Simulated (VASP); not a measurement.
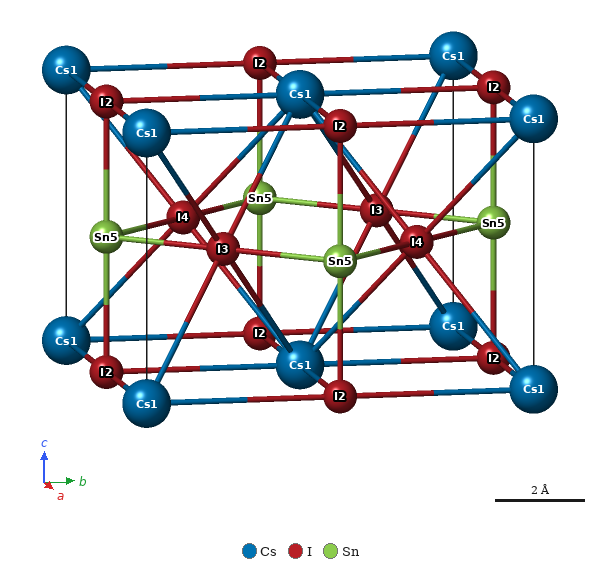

**Figure 1.** The structure as given in the input (ball-and-stick view of the cell 2 times as large as that of the calculation, set on its symmetry axes, seen slightly off an axis; atoms are numbered from 1 in the order of the input). Near neighbours in the crystal (not all of them lie inside the picture): Cs has 12 I at 4.30 to 4.48 Å; I has 4 Cs at 4.30 to 4.48 Å and 2 Sn at 3.10 Å; Sn has 6 I at 3.10 Å.

**Two runs on CsSnI₃**

System: CsSnI₃ (Cmmm, 5 atoms in the cell).
Method of run 1: Kohn-Sham DFT of a periodic cell, PBE, VASP PAW PBE potentials, recommended, no spin polarisation (VASP 6.6.1).

The structure derives from an entry of the Crystallography Open Database. 

INCAR, run 1:
```
PREC = Accurate
ENCUT = 520
EDIFF = 1E-6
ISMEAR = -1
SIGMA = 0.05
LREAL = F
LASPH = T
NELM = 60
ALGO = Normal
ISIF = 2
LWAVE = F
LCHARG = F
GGA = PE
NBANDS = 30
```

KPOINTS, run 1:
```
Automatic mesh
0
Gamma
  4 4 4
```

POSCAR, run 1:
```
CsSnI3
1.0
    6.2057000000     -0.1241140000      0.0000000000
   -0.1241140000      6.2057000000      0.0000000000
    0.0000000000      0.0000000000      6.2057000000
Cs I Sn
1 3 1
Direct
    0.0000000000      0.0000000000      0.0000000000
    0.5000000000      0.5000000000      0.0000000000
    0.5000000000      0.0000000000      0.5000000000
    0.0000000000      0.5000000000      0.5000000000
    0.5000000000      0.5000000000      0.5000000000
```

Command:
```bash
cat potpaw_PBE.64/Cs_sv/POTCAR potpaw_PBE.64/I/POTCAR potpaw_PBE.64/Sn_d/POTCAR > POTCAR
mpirun -np 1 vasp_std > vasp.out
```

Hardware: 1 thread of Intel Xeon (Sapphire Rapids), 64 GiB of memory available, shared host.

OSZICAR and lines of OUTCAR (run 1):
```
N       E                     dE             d eps       ncg     rms          rms(c)
DAV:   1     0.343199764197E+03    0.34320E+03   -0.17996E+04  1260   0.133E+03
DAV:   2     0.291340729358E+02   -0.31407E+03   -0.30060E+03  1444   0.274E+02
DAV:   3    -0.124365089255E+02   -0.41571E+02   -0.41176E+02  1494   0.113E+02
DAV:   4    -0.141612762857E+02   -0.17248E+01   -0.17204E+01  1630   0.270E+01
DAV:   5    -0.142154086923E+02   -0.54132E-01   -0.54127E-01  1914   0.447E+00    0.423E+00
DAV:   6    -0.139595449233E+02    0.25586E+00   -0.38092E-01  1596   0.321E+00    0.276E+00
DAV:   7    -0.139369323516E+02    0.22613E-01   -0.29922E-01  1644   0.216E+00    0.105E+00
DAV:   8    -0.139410872935E+02   -0.41549E-02   -0.45100E-02  1544   0.138E+00    0.306E-01
DAV:   9    -0.139407591191E+02    0.32817E-03   -0.44651E-03  1640   0.503E-01    0.131E-01
DAV:  10    -0.139409746319E+02   -0.21551E-03   -0.72133E-04  1502   0.145E-01    0.392E-02
DAV:  11    -0.139410278965E+02   -0.53265E-04   -0.30305E-04  1758   0.116E-01    0.419E-02
DAV:  12    -0.139410263808E+02    0.15158E-05   -0.24847E-05  1594   0.235E-02    0.301E-02
DAV:  13    -0.139410229193E+02    0.34615E-05   -0.40016E-06  1496   0.136E-02    0.109E-02
DAV:  14    -0.139410213975E+02    0.15217E-05   -0.55973E-06  1654   0.158E-02    0.136E-03
DAV:  15    -0.139410215491E+02   -0.15151E-06   -0.43382E-07  1038   0.296E-03
   1 F= -.13941022E+02 E0= -.13940483E+02  d E =-.107772E-02
[... from OUTCAR:]
  free energy    TOTEN  =       -13.94102155 eV
  energy without entropy =      -13.93994383  energy(sigma->0) =      -13.94048269
 E-fermi :   3.0245     XC(G=0):  -7.5245     alpha+bet : -7.6631
  free  energy   TOTEN  =       -13.9410215491 eV
  energy  without entropy=      -13.9399438280  energy(sigma->0) =      -13.94048269
```

For run 2 the input was changed thus:
```diff
-    6.2057000000     -0.1241140000      0.0000000000
-   -0.1241140000      6.2057000000      0.0000000000
+    6.2057000000     -0.0310285000      0.0000000000
+   -0.0310285000      6.2057000000      0.0000000000
```

How does run 2 compare with run 1?

With the same functional and potentials, run 2 lies 1.1 meV per atom lower. The number of SCF iterations is the same. The plane waves at Γ go from 6463.0 to 6452.0.

OSZICAR and lines of OUTCAR (run 2):
```
N       E                     dE             d eps       ncg     rms          rms(c)
DAV:   1     0.347674662193E+03    0.34767E+03   -0.18022E+04  1260   0.133E+03
DAV:   2     0.304042226209E+02   -0.31727E+03   -0.30327E+03  1434   0.278E+02
DAV:   3    -0.124354283457E+02   -0.42840E+02   -0.42293E+02  1490   0.114E+02
DAV:   4    -0.141624981354E+02   -0.17271E+01   -0.17213E+01  1610   0.267E+01
DAV:   5    -0.142193367378E+02   -0.56839E-01   -0.56832E-01  1874   0.461E+00    0.422E+00
DAV:   6    -0.139648339176E+02    0.25450E+00   -0.37596E-01  1652   0.320E+00    0.276E+00
DAV:   7    -0.139423268205E+02    0.22507E-01   -0.29826E-01  1630   0.216E+00    0.104E+00
DAV:   8    -0.139464422153E+02   -0.41154E-02   -0.45235E-02  1528   0.139E+00    0.303E-01
DAV:   9    -0.139460770341E+02    0.36518E-03   -0.44691E-03  1606   0.506E-01    0.131E-01
DAV:  10    -0.139462984021E+02   -0.22137E-03   -0.73250E-04  1508   0.145E-01    0.385E-02
DAV:  11    -0.139463488841E+02   -0.50482E-04   -0.29784E-04  1708   0.116E-01    0.409E-02
DAV:  12    -0.139463477306E+02    0.11535E-05   -0.24876E-05  1586   0.236E-02    0.297E-02
DAV:  13    -0.139463441463E+02    0.35843E-05   -0.43961E-06  1606   0.143E-02    0.938E-03
DAV:  14    -0.139463428165E+02    0.13298E-05   -0.51219E-06  1662   0.150E-02    0.133E-03
DAV:  15    -0.139463429409E+02   -0.12440E-06   -0.40197E-07   962   0.287E-03
   1 F= -.13946343E+02 E0= -.13945816E+02  d E =-.105308E-02
[... from OUTCAR:]
  free energy    TOTEN  =       -13.94634294 eV
  energy without entropy =      -13.94528986  energy(sigma->0) =      -13.94581640
 E-fermi :   3.0299     XC(G=0):  -7.5233     alpha+bet : -7.6602
  free  energy   TOTEN  =       -13.9463429409 eV
  energy  without entropy=      -13.9452898633  energy(sigma->0) =      -13.94581640
```

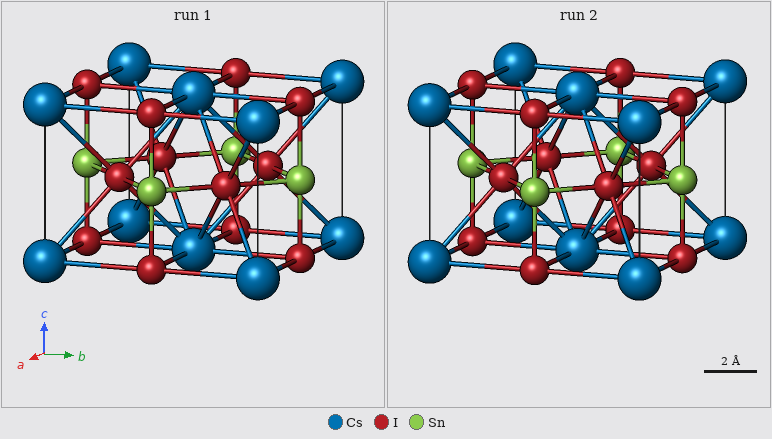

**Figure 2.** The two input geometries at one scale (ball-and-stick view of the cell 2 times as large as that of the calculation, set on its symmetry axes, seen slightly off an axis). No atom moves by more than 0.005 Å relative to the cell. The drawn cell changes at constant volume: a 8.601 → 8.732 Å (+1.5 %), b 8.952 → 8.820 Å (−1.5 %), c stays at 6.206 Å. Among the contacts that change: Cs–I 4.300 → 4.366 Å, Cs–I 4.476 → 4.410 Å.

The two runs side by side:

```tsv
quantity	run 1	run 2
outcome	converged	converged
free energy per atom (eV)	−2.7882	−2.7893
gap on the mesh (eV)	0.26	0.29
pressure (GPa)	0.81	0.80
volume per atom (Å³)	47.78	47.80
largest force (eV/Å)	0.000	0.000
SCF iterations	15	15
irreducible k-points	21	21
plane waves at Γ	6463	6452
```
